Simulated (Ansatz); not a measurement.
System: AlNi, space group Pm-3m (No. 221) (one of a set of cubic test structures, which need not be the stable phase).

Method: equation of state of a cubic crystal from periodic Kohn-Sham density functional theory without spin, third-order Birch-Murnaghan fit to the free energies; pressure corrected for the finite basis (Ansatz 0.2.0 development build). Level: HSE06.

structure type CsCl; atoms in cell 2; space group number 221; lattice centring simple cubic; k mesh 4×4×4; occupation method Fermi–Dirac; occupation width 0.1 eV; wave cutoff 420 eV; datasets soft-1 PAW; density tolerance 0 eV; bands 15; density cutoff ratio 4; search for lower states default; exchange singularity Wigner-Seitz.

Describe the result: the energy above the lowest point and pressure against volume. The volume takes the values 11.10, 11.47, 11.83, 12.19, 12.55 Å³/atom.

A third-order Birch–Murnaghan fit gives V0 = 11.68 Å³/atom, B0 = 175 GPa and B′ = 4.2. The energy above the lowest point is 16.2 meV/atom at volume 11.10 Å³/atom and 30.1 meV/atom at 12.55 Å³/atom; the lowest computed point is at volume 11.83 Å³/atom (0.0 meV/atom), and no other minimum shows among the points. The pressure falls from 9.9 GPa at volume 11.10 Å³/atom to −10.8 GPa at 12.55 Å³/atom, and changes sign near 11.69 Å³/atom.

```csv
volume (Å³/atom),energy above the lowest point (meV/atom),pressure (GPa)
11.10,16.2,9.9
11.47,1.3,3.4
11.83,0.0,-2.1
12.19,10.1,-6.8
12.55,30.1,-10.8
```

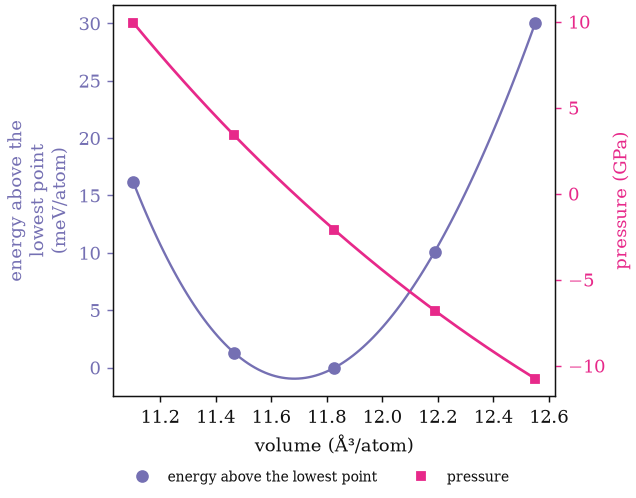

Note: coarse k-mesh, values are not converged in k; run without spin, though Ni often carries a moment.
